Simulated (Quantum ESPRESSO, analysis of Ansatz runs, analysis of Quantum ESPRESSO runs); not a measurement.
# Reproducing a measured local vibrational mode: N-H pair in ZnO (Quantum ESPRESSO)

Aim: the local vibrational mode of the N-H pair in ZnO, to be set beside the measurement. Set-up: LDA, GBRV 1.5 LDA, 72-site cell, LDA lattice, k: the zone centre alone. The model is a cell of 72 host atoms with N put on another atom's site and H put in between. The frequencies come from force constants among the defect atom and its neighbours, with the masses of the isotopes named. A local or semilocal functional is the cheapest first rung.

What was measured. N-H stretch, 1H: 3150.6 cm⁻¹, by FTIR absorption (quoted in “Hydrogen-related defects in hydrothermally grown ZnO studied by Fourier Transform Infrared Spectroscopy”, 2010, Halvard Haug, quoting earlier work (2007)). N-D stretch, 2H: 2339.7 cm⁻¹, by FTIR absorption (quoted in “Hydrogen-related defects in hydrothermally grown ZnO studied by Fourier Transform Infrared Spectroscopy”, 2010, Halvard Haug, quoting earlier work (2007)). The runs below try to reproduce this.

Main program and level: Quantum ESPRESSO 7.5; Quantum ESPRESSO plane-wave DFT, LDA, GBRV 1.5 LDA potentials; relaxation of all atoms of a defect supercell.

**1. Set-up**

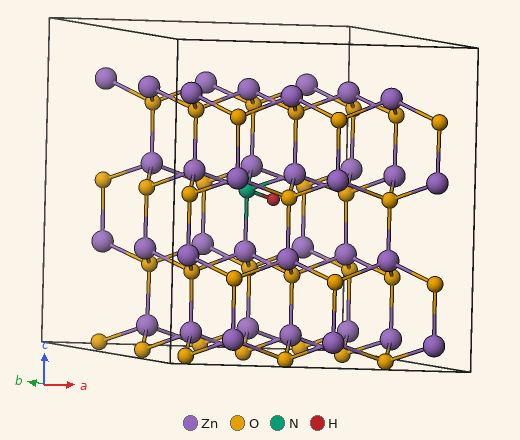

The starting structure, seen slightly off an axis (zinc purple, oxygen orange, nitrogen teal, hydrogen red).

The cell holds 73 atoms: 36 Zn, 35 O, 1 N and 1 H. Cell: a = 9.568 Å, b = 9.568 Å, c = 10.313 Å, α = 90.0°, β = 90.0°, γ = 120.0°. It derives from ZnO (space group P6_3mc). Nearest the centre at fractional (0.502, 0.584, 0.424): N36 at 0.49 Å, H73 at 0.49 Å, Zn46 at 1.83 Å, Zn38 at 1.84 Å, Zn33 at 1.85 Å, Zn14 at 2.46 Å, O60 at 2.78 Å, O68 at 2.81 Å.

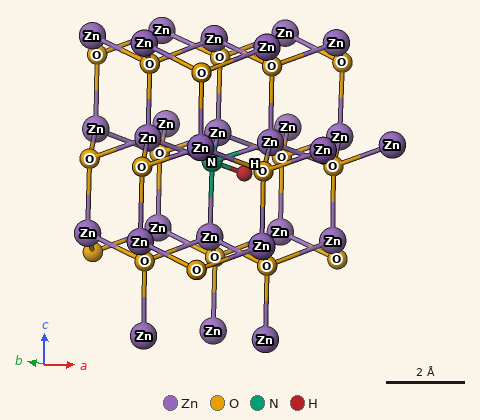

The atoms within 5 Å of the centre.

The host's primitive cell comes from a first run (Quantum ESPRESSO plane-wave DFT, LDA, GBRV 1.5 LDA potentials; relaxation of cell and atoms of a defect-free cell): vectors of 3.189, 3.189 and 5.156 Å. That is 11.36 Å³ an atom, 4.6 % under the diffraction cell's volume. The supercell is built on it.

**2. Relaxation, charge 0**

Every later number rests on the structure around the defect, so the atoms are relaxed at the host's lattice first.

Input file pw.in:

```
&CONTROL
  calculation = 'relax'
  prefix = 'pwscf'
  outdir = './tmp'
  pseudo_dir = './pseudo'
  tprnfor = .true.
  disk_io = 'low'
  nstep = 70
  forc_conv_thr = 0.00039
  etot_conv_thr = 0.0001
/
&SYSTEM
  ibrav = 0
  nat = 73
  ntyp = 4
  ecutwfc = 45
  ecutrho = 360
  nbnd = 472
  occupations = 'smearing'
  smearing = 'fd'
  degauss = 0.00073499
  nosym = .true.
/
&ELECTRONS
  conv_thr = 7d-08
  electron_maxstep = 100
  mixing_beta = 0.5
/
&IONS
  ion_dynamics = 'bfgs'
/
ATOMIC_SPECIES
Zn    65.3800 zn_lda_v1.uspp.F.UPF
O     15.9990 o_lda_v1.2.uspp.F.UPF
N     14.0070 n_lda_v1.2.uspp.F.UPF
H      1.0080 h_lda_v1.4.uspp.F.UPF
CELL_PARAMETERS angstrom
   9.5683404584    0.0000000000    0.0000000000
  -4.7841702292    8.2864259925    0.0000000000
   0.0000000000    0.0000000000   10.3127043002
ATOMIC_POSITIONS crystal
Zn     0.1128501253    0.2222571373    0.2512472461
Zn     0.2212724088    0.1120476877    0.0013575041
O      0.2201305167    0.1108278562    0.1900173114
O      0.1129005377    0.2219151541    0.4400284115
Zn     0.1111106712    0.2231043925    0.7519057982
Zn     0.2227712132    0.1096160338    0.4992145246
O      0.2204666622    0.1105785349    0.6880655118
O      0.1125821760    0.2224194216    0.9408113887
Zn     0.1128905965    0.5578223708    0.2498575734
Zn     0.2240934832    0.4460791620    0.0011867617
O      0.2202823793    0.4423101133    0.1897627211
O      0.1130006772    0.5566068705    0.4381547387
Zn     0.1120460919    0.5551434604    0.7485569136
Zn     0.2214441950    0.4427027625    0.5014875617
O      0.2218607553    0.4424869209    0.6883779655
O      0.1105684050    0.5543635703    0.9376716591
Zn     0.1128618855    0.8884325152    0.2496424684
Zn     0.2206273325    0.7784817796    0.0005697962
O      0.2224682781    0.7767122894    0.1909403136
O      0.1088068145    0.8871203781    0.4392807166
Zn     0.1113815357    0.8895800731    0.7520045450
Zn     0.2236720644    0.7798496043    0.5010654481
O      0.2204584773    0.7754745257    0.6892412745
O      0.1087545404    0.8875598186    0.9397522789
Zn     0.4445418225    0.2232200954    0.2484216291
Zn     0.5557809238    0.1132051107    0.0007384288
O      0.5565883243    0.1122637397    0.1877068311
O      0.4439013742    0.2230507179    0.4377669951
Zn     0.4438555902    0.2201831972    0.7511053831
Zn     0.5567404506    0.1103254921    0.5012521809
O      0.5551898158    0.1097502195    0.6877824434
O      0.4443714040    0.2231774743    0.9376511380
Zn     0.4457811480    0.5579562429    0.2499925171
Zn     0.5544799502    0.4426390594    0.0014248121
O      0.5548557982    0.4436975370    0.1875381414
N      0.4464362311    0.5555911347    0.4399943250
Zn     0.4428338139    0.5532618637    0.7505710584
Zn     0.5554598450    0.4428665954    0.4988286162
O      0.5550221834    0.4437379181    0.6912041365
O      0.4461962154    0.5551609091    0.9387326251
Zn     0.4468242390    0.8898065253    0.2503496156
Zn     0.5565717177    0.7800606886    0.0007663654
O      0.5561093877    0.7783906516    0.1874955853
O      0.4465194087    0.8903220435    0.4384371996
Zn     0.4432415203    0.8874386120    0.7486622550
Zn     0.5543050732    0.7759662922    0.5013887470
O      0.5562639454    0.7773499364    0.6910633355
O      0.4446889690    0.8884766787    0.9412218378
Zn     0.7790756468    0.2228281295    0.2517823316
Zn     0.8909998110    0.1129601700   -0.0004370679
O      0.8897468965    0.1132605864    0.1902161455
O      0.7778505685    0.2201742621    0.4392243416
Zn     0.7772924464    0.2229460719    0.7518224932
Zn     0.8890559236    0.1127359058    0.5014508330
O      0.8912801950    0.1121110825    0.6895474291
O      0.7776902616    0.2224073978    0.9412836837
Zn     0.7801089193    0.5563801185    0.2497572753
Zn     0.8898643633    0.4456554328   -0.0014943614
O      0.8897908618    0.4468208528    0.1895680927
O      0.7765746309    0.5551203374    0.4376831585
Zn     0.7758931347    0.5539448790    0.7491068904
Zn     0.8877279525    0.4435908759    0.5018290067
O      0.8883127548    0.4421541856    0.6890476957
O      0.7761805833    0.5553184117    0.9407147372
Zn     0.7799060040    0.8898468238    0.2492382874
Zn     0.8901634539    0.7801865783    0.0002509572
O      0.8896662823    0.7791734142    0.1909378072
O      0.7797974174    0.8909544452    0.4389472910
Zn     0.7796967826    0.8890089328    0.7510291105
Zn     0.8875781803    0.7788775273    0.5001602341
O      0.8892421885    0.7768304627    0.6877469976
O      0.7786103335    0.8912548749    0.9391543661
H      0.5592855743    0.6128795297    0.4096910689
K_POINTS gamma
```

On the command line:

```bash
$ OMP_NUM_THREADS=1 mpirun -n 4 pw.x -in pw.in > pw.out
```

The log of the run:

```text
This program is part of the open-source Quantum ESPRESSO suite
     for quantum simulation of materials; please cite
         "P. Giannozzi et al., J. Phys.:Condens. Matter 21 395502 (2009);
         "P. Giannozzi et al., J. Phys.:Condens. Matter 29 465901 (2017);
         "P. Giannozzi et al., J. Chem. Phys. 152 154105 (2020);
          URL
     in publications or presentations arising from this work. More details at

     gamma-point specific algorithms are used

     Subspace diagonalization in iterative solution of the eigenvalue problem:
     one sub-group per band group will be used
     scalapack distributed-memory algorithm (size of sub-group:  2*  2 procs)

     --------------------
     sticks:   dense  smooth     PW     G-vecs:    dense   smooth      PW
     Min        2026    1013    253               159125    56283    7049
     Max        2037    1016    258               159130    56288    7050
     Sum        8125    4057   1027               636513   225143   28199

     Using Slab Decomposition

     bravais-lattice index     =            0
     lattice parameter (alat)  =      18.0815  a.u.
     unit-cell volume          =    5517.8900 (a.u.)^3
     number of atoms/cell      =           73
     number of atomic types    =            4
     number of electrons       =       936.00
     number of Kohn-Sham states=          472
     kinetic-energy cutoff     =      45.0000  Ry
     charge density cutoff     =     360.0000  Ry
     scf convergence threshold =      7.0E-08
     mixing beta               =       0.5000
     number of iterations used =            8  plain     mixing
     energy convergence thresh.=      1.0E-04
     force convergence thresh. =      3.9E-04
     Exchange-correlation=  SLA  PZ   NOGX NOGC
                           (   1   1   0   0   0   0   0)
     nstep                     =           70

     celldm(1)=  18.081543  celldm(2)=   0.000000  celldm(3)=   0.000000
     celldm(4)=   0.000000  celldm(5)=   0.000000  celldm(6)=   0.000000

     crystal axes: (cart. coord. in units of alat)
               a(1) = (   1.000000   0.000000   0.000000 )
               a(2) = (  -0.500000   0.866025   0.000000 )
               a(3) = (   0.000000   0.000000   1.077794 )

     reciprocal axes: (cart. coord. in units 2 pi/alat)
               b(1) = (  1.000000  0.577350 -0.000000 )
               b(2) = (  0.000000  1.154701  0.000000 )
               b(3) = (  0.000000 -0.000000  0.927821 )

     PseudoPot. # 1 for Zn read from file:
     zn_lda_v1.uspp.F.UPF
     Pseudo is Ultrasoft, Zval = 20.0
     Generated by new atomic code, or converted to UPF format
     Using radial grid of  943 points,  6 beta functions with:
                l(1) =   0
                l(2) =   0
                l(3) =   1
                l(4) =   1
                l(5) =   2
                l(6) =   2
     Q(r) pseudized with  8 coefficients,  rinner =    1.100   1.100   1.100
                                                       1.100   1.100

     PseudoPot. # 2 for O  read from file:
     o_lda_v1.2.uspp.F.UPF
     Pseudo is Ultrasoft + core correction, Zval =  6.0
     Generated by new atomic code, or converted to UPF format
     Using radial grid of  737 points,  5 beta functions with:
                l(1) =   0
                l(2) =   0
                l(3) =   1
                l(4) =   1
                l(5) =   2
     Q(r) pseudized with  8 coefficients,  rinner =    0.900   0.900   0.900
                                                       0.900   0.900

     PseudoPot. # 3 for N  read from file:
     n_lda_v1.2.uspp.F.UPF
     Pseudo is Ultrasoft + core correction, Zval =  5.0
     Generated by new atomic code, or converted to UPF format
     Using radial grid of  729 points,  4 beta functions with:
                l(1) =   0
                l(2) =   0
                l(3) =   1
                l(4) =   1
     Q(r) pseudized with  8 coefficients,  rinner =    0.900   0.900   0.900

     PseudoPot. # 4 for H  read from file:
     h_lda_v1.4.uspp.F.UPF
     Pseudo is Ultrasoft, Zval =  1.0
     Generated by new atomic code, or converted to UPF format
     Using radial grid of  615 points,  2 beta functions with:
                l(1) =   0
                l(2) =   0
     Q(r) pseudized with  8 coefficients,  rinner =    0.700

     atomic species   valence    mass     pseudopotential
     Zn               20.00    65.38000     Zn( 1.00)
     O                 6.00    15.99900     O ( 1.00)
     N                 5.00    14.00700     N ( 1.00)
     H                 1.00     1.00800     H ( 1.00)

     No symmetry found

   Cartesian axes

     site n.     atom                  positions (alat units)
         1        Zn     tau(   1) = (   0.0017216   0.1924803   0.2707929  )
         2        Zn     tau(   2) = (   0.1652486   0.0970361   0.0014631  )
         3        O      tau(   3) = (   0.1647166   0.0959797   0.2047996  )
         4        O      tau(   4) = (   0.0019430   0.1921842   0.4742602  )
         5        Zn     tau(   5) = (  -0.0004415   0.1932141   0.8103999  )
         6        Zn     tau(   6) = (   0.1679632   0.0949303   0.5380506  )
         7        O      tau(   7) = (   0.1651774   0.0957638   0.7415932  )
[...]
atom    4 type  2   force =    -0.00015908   -0.00002408   -0.00002348
     atom    5 type  1   force =    -0.00001415    0.00022482    0.00006689
     atom    6 type  1   force =    -0.00009019    0.00004051   -0.00009387
     atom    7 type  2   force =     0.00025445    0.00005325    0.00009402
     atom    8 type  2   force =    -0.00003614    0.00002214    0.00011318
     atom    9 type  1   force =    -0.00009273   -0.00016978    0.00011305
     atom   10 type  1   force =     0.00042268    0.00037203   -0.00002129
[...]
Total force =     0.002601     Total SCF correction =     0.000094
     Energy error            =      1.3E-05 Ry
     Gradient error          =      5.9E-04 Ry/Bohr

     number of scf cycles    =  25
     number of bfgs steps    =  24

     energy             old  =  -17758.2980837542 Ry
     energy             new  =  -17758.2980972244 Ry

     CASE: energy            _new < energy            _old

     new trust radius        =       0.0035476879 bohr
     new conv_thr            =       0.0000000007 Ry

ATOMIC_POSITIONS (crystal)
Zn               0.1086946346        0.2200048103        0.2502917523
Zn               0.2206175031        0.1102458930        0.0007258874
O                0.2201150455        0.1095185846        0.1896380778
O                0.1172356967        0.2278370659        0.4391827383
Zn               0.1145977778        0.2254360453        0.7471429926
Zn               0.2197580474        0.1077660369        0.4999721839
O                0.2220874219        0.1096385383        0.6889372638
O                0.1107799488        0.2212535740        0.9362766053
Zn               0.1087067986        0.5553841662        0.2503448322
Zn               0.2201602549        0.4433776403       -0.0041058940
[...]
NEW-OLD atomic charge density approx. for the potential

     Check: negative core charge=   -0.000002

     Self-consistent Calculation

[...]
Threshold (ethr) on eigenvalues was too large:
     Diagonalizing with lowered threshold

[...]
total energy              =  -17758.29810641 Ry
[...]
iteration #  2     ecut=    45.00 Ry     beta= 0.50
     Davidson diagonalization with overlap
     ethr =  7.25E-10,  avg # of iterations =  2.0

     total energy              =  -17758.29810690 Ry
     estimated scf accuracy    <       0.00000084 Ry

     iteration #  3     ecut=    45.00 Ry     beta= 0.50
     Davidson diagonalization with overlap
     ethr =  8.96E-11,  avg # of iterations =  3.0

     total energy              =  -17758.29810700 Ry
     estimated scf accuracy    <       0.00000027 Ry

     iteration #  4     ecut=    45.00 Ry     beta= 0.50
     Davidson diagonalization with overlap
     ethr =  2.92E-11,  avg # of iterations =  3.0

     total energy              =  -17758.29810705 Ry
     estimated scf accuracy    <       0.00000002 Ry

     iteration #  5     ecut=    45.00 Ry     beta= 0.50
     Davidson diagonalization with overlap
     ethr =  2.46E-12,  avg # of iterations =  3.0

     total energy              =  -17758.29810705 Ry
     estimated scf accuracy    <          4.2E-09 Ry

     iteration #  6     ecut=    45.00 Ry     beta= 0.50
     Davidson diagonalization with overlap
     ethr =  4.52E-13,  avg # of iterations =  3.0

     End of self-consistent calculation

          k = 0.0000 0.0000 0.0000 ( 14100 PWs)   bands (ev):

  -113.7013-113.5598-113.5544-113.5215-113.4913-113.4846-113.4835-113.4772
  -113.4767-113.4767-113.4763-113.4761-113.4751-113.4742-113.4731-113.4720
  -113.4710-113.4693-113.4681-113.4646-113.4645-113.4641-113.4610-113.4568
  -113.4562-113.4554-113.4528-113.4504-113.4503-113.4500-113.4434-113.4428
  -113.4362-113.4358-113.4149-113.4148 -68.3642 -68.3597 -68.3561 -68.2362
[...]
7.8738   7.8790   7.8795   7.9160   7.9346   7.9385   7.9469   7.9477
     7.9538   7.9560   7.9582   7.9615   7.9643   8.0878   8.1521   8.2984
     8.3408   8.3462   8.3530   8.3687   8.3709   8.4261   8.5195   8.5962
     8.6087   8.6124   8.6187   8.6452   8.7163   8.8266   8.8338   8.8399
     9.0011   9.2048   9.2621   9.3485  10.0776  12.7364  12.7556  13.4978

     the Fermi energy is     9.6166 ev

!    total energy              =  -17758.29810705 Ry
     estimated scf accuracy    <          3.6E-10 Ry
     smearing contrib. (-TS)   =      -0.00000000 Ry
     internal energy E=F+TS    =  -17758.29810705 Ry

     The total energy is F=E-TS. E is the sum of the following terms:
     one-electron contribution =  -14250.40451768 Ry
     hartree contribution      =    7523.15109766 Ry
     xc contribution           =   -1758.06246847 Ry
     ewald contribution        =   -9272.98221855 Ry

     convergence has been achieved in   6 iterations

     Forces acting on atoms (cartesian axes, Ry/au):

[...]
atom   69 type  1   force =     0.00013007    0.00000079    0.00010035
     atom   70 type  1   force =    -0.00003882   -0.00000723   -0.00024697
     atom   71 type  2   force =     0.00015514   -0.00000541   -0.00007640
     atom   72 type  2   force =    -0.00024626   -0.00015891    0.00019634
     atom   73 type  4   force =    -0.00032034   -0.00010255   -0.00000307

     Total force =     0.001993     Total SCF correction =     0.000076
     Energy error            =      9.8E-06 Ry
     Gradient error          =      3.9E-04 Ry/Bohr

     bfgs converged in  26 scf cycles and  25 bfgs steps
     (criteria: energy <  1.0E-04 Ry, force <  3.9E-04 Ry/Bohr)

     End of BFGS Geometry Optimization

     Final energy             =  -17758.2981070519 Ry

     File ./tmp/pwscf.bfgs deleted, as requested
Begin final coordinates

ATOMIC_POSITIONS (crystal)
[...]
Zn               0.7810747146        0.8921674412        0.7513192700
Zn               0.8836503373        0.7750932711        0.5009578913
O                0.8875860425        0.7770748463        0.6896886224
O                0.7785872051        0.8894933865        0.9399529362
H                0.5877567509        0.6266920664        0.4016277852
End final coordinates

=------------------------------------------------------------------------------=
   JOB DONE.
=------------------------------------------------------------------------------=
```

It took 33 min on 4 MPI ranks of Arm Neoverse V1, shared host; peak memory 2.2 GiB.

Step by step (22 of 26):

| step | energy less that of the first step (eV) |
| --- | --- |
| 0 | 0.0000 |
| 1 | -0.2275 |
| 2 | -0.3906 |
| 4 | -0.5202 |
| 5 | -0.5597 |
| 6 | -0.5958 |
| 7 | -0.6155 |
| 8 | -0.6287 |
| 10 | -0.6448 |
| 11 | -0.6496 |
| 12 | -0.6530 |
| 13 | -0.6553 |
| 14 | -0.6568 |
| 15 | -0.6579 |
| 17 | -0.6597 |
| 18 | -0.6604 |
| 19 | -0.6610 |
| 20 | -0.6614 |
| 21 | -0.6618 |
| 23 | -0.6623 |
| 24 | -0.6625 |
| 25 | -0.6626 |

The atoms that moved most (Å):

| atom | dx | dy | dz | length |
| --- | --- | --- | --- | --- |
| H73 | 0.206 | 0.114 | -0.083 | 0.250 |
| N36 | 0.152 | 0.097 | -0.068 | 0.193 |
| Zn14 | 0.131 | 0.089 | -0.070 | 0.173 |
| Zn38 | 0.000 | -0.106 | 0.110 | 0.152 |
| Zn46 | -0.094 | 0.078 | 0.082 | 0.147 |
| Zn33 | -0.088 | -0.069 | -0.075 | 0.135 |
| O11 | -0.059 | -0.021 | -0.058 | 0.086 |
| O15 | 0.040 | 0.042 | -0.040 | 0.070 |

The atoms nearest to the centre after the run:

| atom | distance (Å) |
| --- | --- |
| N36 | 0.300 |
| H73 | 0.744 |
| Zn46 | 1.954 |
| Zn33 | 1.954 |
| Zn38 | 1.956 |
| Zn14 | 2.290 |
| O68 | 2.788 |
| O60 | 2.788 |

Neighbours of the added atoms: H73: N36 1.04, Zn38 2.05, Zn46 2.06 Å.

[end of part 1 of 2]

[Logs are printed without paths, hosts, clocks, repeated set-up lines and the standing remarks that a program may print on its own settings, such as how far it seeks lower states.]

[Hosts, paths, dates, database ids (printed as entryN), source tags and the programs' standing remarks are cut or masked in the printed files.]

[For some hosts the program warned that the k-mesh of the response run may be too coarse for force constants and the static dielectric constant; such warnings are not shown here.]
